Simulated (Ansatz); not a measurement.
# (MgS)1(CuCl)2 [001] superlattice, started as zinc blende: phonons and vibrational spectra

How does (MgS)1(CuCl)2 [001] superlattice, started as zinc blende vibrate, and is this structure a minimum?

Program: Ansatz 0.2.0. Level of theory: DFT PBEsol, scalar-relativistic, plane waves, PAW. Results are calculated unless marked as measured.

The structure was built from a prototype and need not be the compound's stable phase.

## (1) Set-up

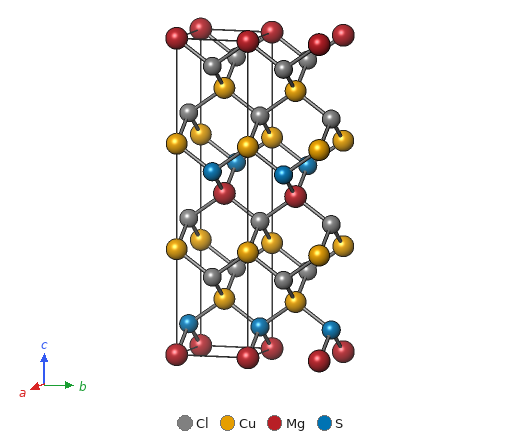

Start, viewed slightly off an axis; chlorine grey, copper orange, magnesium red, sulfur blue. 1×2×1 cells are drawn. This picture shows the conventional cell, with its axes. Some periodic images of atoms are drawn too.

## (2) Rough relaxation

A rough relaxation comes first, because large forces or stress need no tight tolerances yet.

Input file input.yaml:

```yaml
crystal:
  lattice:
    - [2.74, 2.74, 0.0]
    - [-2.74, 2.74, 0.0]
    - [2.74, 0.0, 8.22]
  atoms:
    - { symbol: Cl, position: [0.75, 0.75, 0.5] }
    - { symbol: Cl, position: [0.083333, 0.416667, 0.833333] }
    - { symbol: Cu, position: [0.333333, 0.666667, 0.333333] }
    - { symbol: Cu, position: [0.666667, 0.333333, 0.666667] }
    - { symbol: Mg, position: [0.0, 0.0, 0.0] }
    - { symbol: S, position: [0.416667, 0.083333, 0.166667] }
kpoints:
  mp_grid: { grid: [6, 6, 6] }
hamiltonian:
  xc: pbesol
scf:
  occupations: { method: gaussian, width: 0.1 }
output:
  forces: true
  stress: true
  eigenvalues: true
relax:
  adjacent_minimum: "off"
  f_tol: 0.05
  max_steps: 80
  cell: { stress_tol: 0.5 }
```

The run is started by

```bash
$ ansatz run input.yaml --threads 8 --pin off --max-ram 14336MiB --backend cpu --events-out ev --progress --plain --runs-dir out
```

Numbers of over 12 decimals in the logs are rounded to 6 here.

Log:

```text
[...]
- [2.809937, 2.809937, 0]
    - [-2.818502, 2.818502, 0]
    - [2.814220, -0.00428227, 7.595247]
  atoms:
    - { symbol: Cl, position: [0.742550, 0.757450, 0.514900] }
    - { symbol: Cl, position: [0.086631, 0.413369, 0.826738] }
    - { symbol: Cu, position: [0.348516, 0.651484, 0.302968] }
    - { symbol: Cu, position: [0.677701, 0.322299, 0.644598] }
    - { symbol: Mg, position: [-0.011017, 0.011017, 0.022034] }
    - { symbol: S, position: [0.405619, 0.094381, 0.188762] }
[key lines of the parts left out:]
SCF converged after 7 iterations
Free energy (F): -18100.531951 eV
Fermi energy:    7.313341 eV
P = ⅓ Tr σ = 0.0741 GPa (0.741 kbar)
```

The job ended after 2.6 min (8 threads of Arm Neoverse N1, shared host; peak memory 0.66 GiB; 6.7 min of CPU time).

Step by step:

```
step  energy less that of the first step (eV)  largest force component (eV/Å)  pressure (GPa)  volume (Å³)
   1                                   0.0000                          1.2098           -2.08       123.42
   2                                  -0.2333                          0.7540           -1.20       121.05
   3                                  -0.3881                          0.2403            1.06       117.37
   4                                  -0.4209                          0.1649            0.22       119.47
   5                                  -0.4339                          0.0351           -0.08       120.31
   6                                  -0.4359                          0.0251            0.08       120.31
  7*                                  -0.4353                          0.0255            0.07       120.31
```

Relaxation steps marked * repeat the geometry before them on a plane-wave basis chosen anew for their cell, so energy and pressure can jump there.

Forces are held to the 4 operations that the run works with; a distortion that breaks them can't arise in this run.

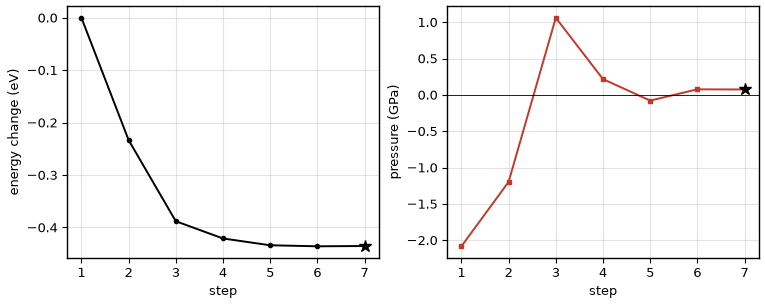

Energy and pressure along the relaxation. Stars mark steps on a basis chosen anew.

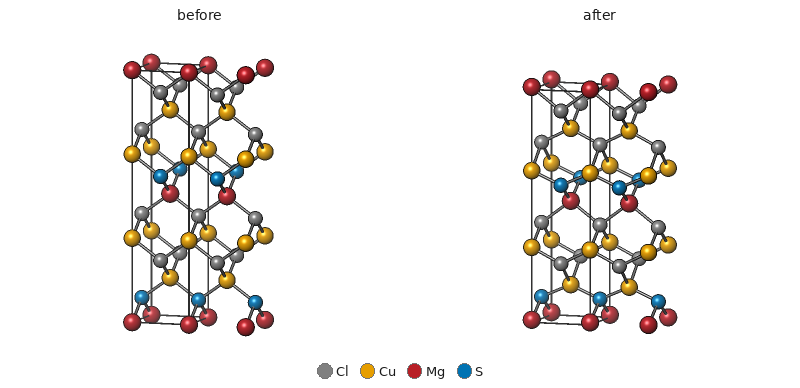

Before and after, at one scale.

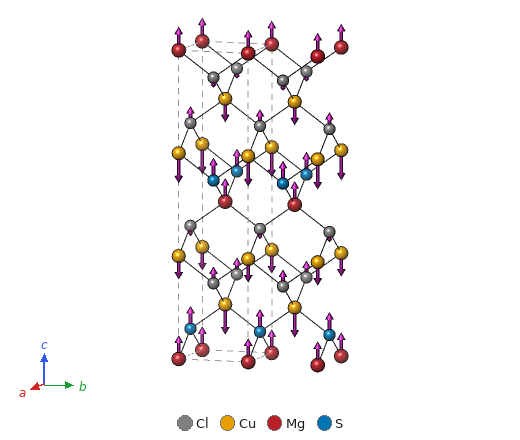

Displacements in the relaxation, exaggerated, measured against the changing cell; the longest in the cell stands for 0.23 Å. 1×2×1 conventional cells are drawn. Some periodic images of atoms are drawn too.

```
conventional cell, symmetrised  before   after  change
                         a (Å)   3.875   3.974  +2.6 %
                         b (Å)   3.875   3.986  +2.9 %
                         c (Å)  16.440  15.190  -7.6 %
              volume (Å³/atom)   20.57   20.05  -2.5 %
```

The atoms that moved most (Å, as changes of fractional coordinates times the final cell):

```
atom     dx     dy      dz  length
 Cu3  0.000  0.000  -0.231   0.231
  S6  0.000  0.000   0.168   0.168
 Cu4  0.000  0.000  -0.168   0.168
 Mg5  0.000  0.000   0.167   0.167
 Cl1  0.000  0.000   0.113   0.113
 Cl2  0.000  0.000  -0.050   0.050
```

The relaxed structure:

```cif
data_structure
_symmetry_space_group_name_H-M 'P 1'
_symmetry_Int_Tables_number 1
_cell_length_a 3.9739
_cell_length_b 3.9860
_cell_length_c 8.0999
_cell_angle_alpha 104.244
_cell_angle_beta 75.800
_cell_angle_gamma 90.000
_cell_volume 120.31
loop_
_atom_site_label
_atom_site_type_symbol
_atom_site_fract_x
_atom_site_fract_y
_atom_site_fract_z
_atom_site_occupancy
Cl1 Cl 0.74255 0.75745 0.51490 1
Cl2 Cl 0.08663 0.41337 0.82674 1
Cu3 Cu 0.34852 0.65148 0.30297 1
Cu4 Cu 0.67770 0.32230 0.64460 1
Mg5 Mg 0.98898 0.01102 0.02203 1
S6 S 0.40562 0.09438 0.18876 1
```

This step gave:

```yaml
pressure: 0.07407 GPa
gap_on_the_k_mesh: 1.095 eV
volume_per_atom: 20.05 Å³
direct_gap_on_mesh: 1.095 eV
```

In this step the volume went from 20.57 to 20.05 Å³/atom.

## (3) Bringing the structure to rest

The cell and atoms are relaxed, since residual forces and stress would shift the frequencies.

Input file input.yaml:

```yaml
crystal:
  lattice:
    - [2.8099374432, 2.8099374432, 0.0]
    - [-2.8185019777, 2.8185019777, 0.0]
    - [2.8142197105, -0.0042822673, 7.5952474049]
  atoms:
    - { symbol: Cl, position: [0.7425500216, 0.7574499784, 0.5148999568] }
    - { symbol: Cl, position: [0.0866308553, 0.4133691447, 0.8267382893] }
    - { symbol: Cu, position: [0.348516138, 0.651483862, 0.3029677241] }
    - { symbol: Cu, position: [0.6777009049, 0.3222990951, 0.6445981903] }
    - { symbol: Mg, position: [-0.0110169341, 0.0110169341, 0.0220338681] }
    - { symbol: S, position: [0.4056190143, 0.0943809857, 0.1887619714] }
kpoints:
  mp_grid: { grid: [6, 6, 6] }
hamiltonian:
  xc: pbesol
scf:
  occupations: { method: gaussian, width: 0.02 }
output:
  forces: true
  stress: true
  eigenvalues: true
relax:
  adjacent_minimum: "off"
  f_tol: 0.005
  max_steps: 80
  cell: { stress_tol: 0.05 }
```

Log:

```text
[...]
Crystal: 6 atoms, lattice volume = 120.306 Å³
Basis set: ecut = 420 eV, 2357 PW (Γ), exchange–correlation on 54×54×120 points (8 copies of the dense FFT grid, shifted against one another)
Bands: 41, of which v1, the nominal top of the filled ones, is band 34 counted from 1 (33 counted from 0)
Symmetry: 4 space group operations
[...]
k-points: 46 of 216 (time reversal used)
[...]
- [-2.816624, 2.816624, 1.854206644016573e-11]
    - [2.815273, -0.00135062, 7.603474]
  atoms:
    - { symbol: Cl, position: [0.742748, 0.757252, 0.514503] }
    - { symbol: Cl, position: [0.086556, 0.413444, 0.826887] }
    - { symbol: Cu, position: [0.348587, 0.651413, 0.302826] }
    - { symbol: Cu, position: [0.677576, 0.322424, 0.644849] }
    - { symbol: Mg, position: [-0.011080, 0.011080, 0.022161] }
    - { symbol: S, position: [0.405613, 0.094387, 0.188775] }
[key lines of the parts left out:]
SCF converged after 7 iterations
Free energy (F): -18100.532099 eV
Fermi energy:    7.290304 eV
P = ⅓ Tr σ = -0.0038 GPa (-0.038 kbar)
```

Wall time 84 s (8 threads); peak memory 0.64 GiB.

Relaxation path:

```
step  energy less that of the first step (eV)  largest force component (eV/Å)  pressure (GPa)  volume (Å³)
   1                                   0.0000                          0.0255            0.07       120.31
   2                                  -0.0001                          0.0110            0.03       120.41
   3                                  -0.0001                          0.0034            0.00       120.53
  4*                                  -0.0001                          0.0034            0.00       120.53
```

Relaxation steps marked * repeat the geometry before them on a plane-wave basis chosen anew for their cell, so energy and pressure can jump there.

Forces are held to the 4 operations that the run works with; a distortion that breaks them can't arise in this run.

```
conventional cell, symmetrised  before   after  change
                         a (Å)   3.974   3.979  +0.1 %
                         b (Å)   3.986   3.983  -0.1 %
                         c (Å)  15.190  15.207  +0.1 %
              volume (Å³/atom)   20.05   20.09  +0.2 %
```

The relaxed structure:

```cif
data_structure
_symmetry_space_group_name_H-M 'P 1'
_symmetry_Int_Tables_number 1
_cell_length_a 3.9795
_cell_length_b 3.9833
_cell_length_c 8.1079
_cell_angle_alpha 104.220
_cell_angle_beta 75.794
_cell_angle_gamma 90.000
_cell_volume 120.53
loop_
_atom_site_label
_atom_site_type_symbol
_atom_site_fract_x
_atom_site_fract_y
_atom_site_fract_z
_atom_site_occupancy
Cl1 Cl 0.74275 0.75725 0.51450 1
Cl2 Cl 0.08656 0.41344 0.82689 1
Cu3 Cu 0.34859 0.65141 0.30283 1
Cu4 Cu 0.67758 0.32242 0.64485 1
Mg5 Mg 0.98892 0.01108 0.02216 1
S6 S 0.40561 0.09439 0.18877 1
```

Numbers from this step:

```yaml
pressure: -0.003826 GPa
gap_on_the_k_mesh: 1.084 eV
volume_per_atom: 20.09 Å³
direct_gap_on_mesh: 1.084 eV
```

In this step the volume went from 20.05 to 20.09 Å³/atom.

## (4) Relaxing to small forces for the phonons

Phonons need a cell at rest on their own settings, so the relaxation is repeated with tight tolerances on forces and stress, using the mesh and the filling of the phonon run that follows.

Input file input.yaml:

```yaml
crystal:
  lattice:
    - [2.8139225074, 2.8139225074, 0.0]
    - [-2.8166237373, 2.8166237373, 0.0]
    - [2.8152731224, -0.001350615, 7.6034738817]
  atoms:
    - { symbol: Cl, position: [0.7427483006, 0.7572516994, 0.5145033988] }
    - { symbol: Cl, position: [0.0865564871, 0.4134435129, 0.8268870259] }
    - { symbol: Cu, position: [0.3485871499, 0.6514128501, 0.3028257002] }
    - { symbol: Cu, position: [0.6775757071, 0.3224242929, 0.6448485857] }
    - { symbol: Mg, position: [-0.0110803039, 0.0110803039, 0.0221606079] }
    - { symbol: S, position: [0.4056126593, 0.0943873407, 0.1887746815] }
kpoints:
  mp_grid: { grid: [8, 8, 8] }
hamiltonian:
  xc: pbesol
scf:
  occupations: { method: fixed }
output:
  forces: true
  stress: true
  eigenvalues: true
relax:
  adjacent_minimum: "off"
  f_tol: 0.001
  max_steps: 60
  cell: { stress_tol: 0.01 }
```

Log:

```text
[...]
Crystal: 6 atoms, lattice volume = 120.527 Å³
Basis set: ecut = 420 eV, 2357 PW (Γ), exchange–correlation on 54×54×120 points (8 copies of the dense FFT grid, shifted against one another)
Bands: 41, of which v1, the nominal top of the filled ones, is band 34 counted from 1 (33 counted from 0)
Symmetry: 4 space group operations
[...]
k-points: 95 of 512 (time reversal used)
[...]
- [2.813665, 2.813665, 0]
    - [-2.816100, 2.816100, 1.8518469301545073e-11]
    - [2.814882, -0.00121735, 7.606640]
  atoms:
    - { symbol: Cl, position: [0.742716, 0.757284, 0.514568] }
    - { symbol: Cl, position: [0.086536, 0.413464, 0.826927] }
    - { symbol: Cu, position: [0.348643, 0.651357, 0.302715] }
    - { symbol: Cu, position: [0.677566, 0.322434, 0.644867] }
    - { symbol: Mg, position: [-0.011080, 0.011080, 0.022160] }
    - { symbol: S, position: [0.405618, 0.094382, 0.188763] }
[key lines of the parts left out:]
SCF converged after 8 iterations
Free energy (F): -18100.533416 eV
Fermi energy:    6.745207 eV
P = ⅓ Tr σ = -0.0009 GPa (-0.009 kbar)
```

Elapsed: 2.5 min, on 8 threads; peak memory 0.78 GiB.

Little changed from the start: no atom moved by 0.005 Å and no cell edge by 0.1 %.

Numbers from this step:

* pressure: -8.58e-4 GPa
* gap on the k-mesh: 1.086 eV
* direct gap on mesh: 1.086 eV

The largest force component left is 0.89 meV/Å and the pressure is -0.001 GPa, within the tolerances set. The cell now holds 20.09 Å³/atom.

## (5) Zone-centre response

The zone centre is the only wavevector solved here; it holds the modes that light can see, as far as symmetry allows. The response to a homogeneous field gives the Born charges and the dielectric tensor, and its change with displacement the Raman tensors.

Input file input.yaml:

```yaml
crystal:
  lattice:
    - [2.8136649562, 2.8136649562, 0.0]
    - [-2.8160996536, 2.8160996536, 0.0]
    - [2.8148823049, -0.0012173488, 7.6066400994]
  atoms:
    - { symbol: Cl, position: [0.7427161716, 0.7572838284, 0.5145676569] }
    - { symbol: Cl, position: [0.0865363797, 0.4134636203, 0.8269272405] }
    - { symbol: Cu, position: [0.3486425588, 0.6513574412, 0.3027148825] }
    - { symbol: Cu, position: [0.6775663071, 0.3224336929, 0.6448673858] }
    - { symbol: Mg, position: [-0.0110799078, 0.0110799078, 0.0221598156] }
    - { symbol: S, position: [0.4056184906, 0.0943815094, 0.1887630188] }
kpoints:
  mp_grid: { grid: [8, 8, 8] }
hamiltonian:
  xc: pbesol
scf:
  occupations: { method: fixed }
output:
  eigenvalues: true
phonons:
  method: dfpt
  dielectric: true
  rigid_motions: translations
  raman: true
```

Log:

```text
Warning: crystal.symmetry: narrowed to the stabiliser of the run's FFT grids — unitary ops 4 → 1. A phonons.method: dfpt run fills in the rows of the dynamical matrix that it does not solve by its symmetry operations, which is exact only for operations that map its FFT grids onto themselves: filled in by any other, the frequencies could depend on the order in which like atoms are typed, or, by more than the grids' own error, on where the crystal sits among the grids' points. Excluded: 3 operations. The run can therefore solve more perturbations, solve them on more k-points, or both, and cost more. [rest of the remark cut]
Engine: ansatz 0.2.0, aarch64-unknown-linux-gnu
Pseudopotentials: kind: paw
Pseudopotential: Cl, paw, valence charge 7, recommended cutoff 420 eV (normal), Cl.paw.azcp
Pseudopotential: Cu, paw, valence charge 19, recommended cutoff 420 eV (normal), Cu.paw.azcp
Pseudopotential: Mg, paw, valence charge 10, recommended cutoff 420 eV (normal), Mg.paw.azcp
Pseudopotential: S, paw, valence charge 6, recommended cutoff 420 eV (normal), S.paw.azcp
Functional definition: PBEsol
  exchange = pbesol_x
  correlation = pbesol_c
Crystal: 6 atoms, lattice volume = 120.543 Å³
Basis set: ecut = 420 eV, 2357 PW (Γ), exchange–correlation on 54×54×120 points (8 copies of the dense FFT grid, shifted against one another)
Bands: 41, of which v1, the nominal top of the filled ones, is band 34 counted from 1 (33 counted from 0)
Symmetry: 4 space group operations
k-points: 260 of 512 (irreducible under 1 space group operation, time reversal used)
Non-local potential: Cl, projectors of the file, l = 0: 2, l = 1: 2, l = 2: 2
Non-local potential: Cu, projectors of the file, l = 0: 3, l = 1: 2, l = 2: 3, l = 3: 1
Non-local potential: Mg, projectors of the file, l = 0: 3, l = 1: 2, l = 2: 1
Non-local potential: S, projectors of the file, l = 0: 2, l = 1: 2, l = 2: 2
PAW form: soft (Blöchl's): semilocal exchange-correlation on the pseudo side does not see the compensation charge
PAW frozen core: Cl, regenerated for the run's functional, and the local potential with it (the file was generated under x = pbe(κ = 0.804, μ = 0.219515), c = pbe(β = 0.066725))
PAW frozen core: Cu, regenerated for the run's functional, and the local potential with it (the file was generated under x = pbe(κ = 0.804, μ = 0.219515), c = pbe(β = 0.066725))
PAW frozen core: Mg, regenerated for the run's functional, and the local potential with it (the file was generated under x = pbe(κ = 0.804, μ = 0.219515), c = pbe(β = 0.066725))
PAW frozen core: S, regenerated for the run's functional, and the local potential with it (the file was generated under x = pbe(κ = 0.804, μ = 0.219515), c = pbe(β = 0.066725))
PAW one-centre angular grid: Cl, 110 points (default); XC on 64 Gauss nodes
PAW one-centre angular grid: Cu, 590 points (default); XC on 64 Gauss nodes
PAW one-centre angular grid: Mg, 110 points (default); XC on 64 Gauss nodes
PAW one-centre angular grid: S, 110 points (default); XC on 64 Gauss nodes
Initial density: superposition of atomic densities (neutral atoms: chi_scale 0, normalization atom), corrected by the library's trained network
Initial wavefunctions: pseudopotential atomic-orbital guess
Functional: x = pbesol(κ = 0.804, μ = 0.123457), c = pbesol(β = 0.046)
SCF iter   1: F=—  HF=-18100.554429 eV  |F-HF|=—  |Δ(HF+E_count)|=         —  Δρ=1.01e-2  dr2=8.41e-2  ethr=1.77e-3  ⟨swp⟩=4.9  Hψ=36552  notcnv=0  defer=1200
preconditioner: auto → Resta (q_TF=auto, 2.480 Å⁻¹)  ε∞=6.9  [insulator: Δε(μ)=1.016 eV  Ē_g=9.225 eV  n_scr=34 (ndim 8)  ℏωp=22.4 eV  f_vac=0.083  ε∞_Penn≈6.9]
SCF iter   2: F=—  HF=-18100.546897 eV  |F-HF|=—  |Δ(HF+E_count)|=   7.53e-3  Δρ=7.22e-3  dr2=4.34e-2  ethr=1.24e-4  ⟨swp⟩=2.0  Hψ=21335  notcnv=0  defer=1285
SCF iter   3: F=—  HF=-18100.534963 eV  |F-HF|=—  |Δ(HF+E_count)|=   1.19e-2  Δρ=2.42e-3  dr2=7.28e-3  ethr=6.38e-5  ⟨swp⟩=2.0  Hψ=14084  notcnv=0  defer=1300
SCF iter   4: F=—  HF=-18100.533471 eV  |F-HF|=—  |Δ(HF+E_count)|=   1.49e-3  Δρ=9.17e-4  dr2=9.55e-4  ethr=1.07e-5  ⟨swp⟩=2.0  Hψ=15698  notcnv=0  defer=1300
SCF iter   5: F=—  HF=-18100.533366 eV  |F-HF|=—  |Δ(HF+E_count)|=   1.05e-4  Δρ=4.91e-4  dr2=2.67e-4  ethr=1.40e-6  ⟨swp⟩=2.0  Hψ=14172  notcnv=0  defer=1300
SCF iter   6: F=—  HF=-18100.533408 eV  |F-HF|=—  |Δ(HF+E_count)|=   4.23e-5  Δρ=1.85e-4  dr2=4.44e-5  ethr=3.93e-7  ⟨swp⟩=2.0  Hψ=13963  notcnv=0  defer=540
SCF iter   7: F=—  HF=-18100.533412 eV  |F-HF|=—  |Δ(HF+E_count)|=   3.72e-6  Δρ=5.11e-5  dr2=3.41e-6  ethr=6.53e-8  ⟨swp⟩=2.0  Hψ=14166  notcnv=0  defer=513
SCF iter   8: F=—  HF=-18100.533416 eV  |F-HF|=—  |Δ(HF+E_count)|=   3.77e-6  Δρ=2.88e-5  dr2=9.01e-7  ethr=5.02e-9  ⟨swp⟩=2.0  Hψ=15272  notcnv=0  defer=513
SCF iter   9: F=—  HF=-18100.533416 eV  |F-HF|=—  |Δ(HF+E_count)|=   3.89e-7  Δρ=4.72e-6  dr2=3.10e-8  ethr=1.32e-9  ⟨swp⟩=2.0  Hψ=15010  notcnv=0  defer=513
SCF iter  10: F=—  HF=-18100.533416 eV  |F-HF|=—  |Δ(HF+E_count)|=   1.72e-8  Δρ=3.48e-6  dr2=1.26e-8  ethr=4.56e-11  ⟨swp⟩=2.0  Hψ=18469  notcnv=0  defer=513
[...]
SCF iter  13: F=-18100.533416 eV  HF=-18100.533416 eV  |F-HF|=4.00e-11  |Δ(HF+E_count)|=  4.73e-11  Δρ=2.09e-7  dr2=3.50e-11  ethr=1.00e-12  ⟨swp⟩=12.6  Hψ=65543  notcnv=0
SCF 1 converged in 13 iterations: F = -18100.533416 eV  dr2 = 3.50e-11
[...]
NSCF: frozen V_eff on 4 k-points
DFPT response loops at Γ: preconditioner auto → Resta (q_TF=auto, 2.480 Å⁻¹)  ε∞=7.4 (no band partly filled); β = 1.00, the filter's whole step (`scf.mixing.beta` (0.50) is not read by the response loops at its default; to damp them type it under 1.00, their step now; it binds the ground state too); Broyden in place of MSR1
── the response to a field inside a basis, on 10×10×8 k-points: an SCF that follows is theirs, and a resumed run solves both again ──
Bands: 35, of which v1, the nominal top of the filled ones, is band 34 counted from 1 (33 counted from 0)
k-points: 400
[...]
Eigensolver: Dense (400 Hₖ)
[...]
SCF 1 converged in 9 iterations: F = -18100.505432 eV  dr2 = 2.15e-11
DFPT response loops at Γ: preconditioner auto → Resta (q_TF=auto, 2.480 Å⁻¹)  ε∞=7.1 (no band partly filled); β = 1.00, the filter's whole step (`scf.mixing.beta` (0.50) is not read by the response loops at its default; to damp them type it under 1.00, their step now; it binds the ground state too); Broyden in place of MSR1
DFPT response loops at Γ: mixed as the last ones told, above
```

The job ended after 56 min (8 threads; peak memory 5.6 GiB).

The run was cut off at the time limit after its SCF cycle had converged; no result of it is taken.

The program's message: “Warning: rende”

(Continued in part 2 of 2.)

[Logs are printed without paths, hosts, clocks, repeated set-up lines and the standing remarks that a program may print on its own settings, such as how far it seeks lower states.]

[Hosts, paths, dates, database ids (printed as entryN), source tags and the programs' standing remarks are cut or masked in the printed files.]
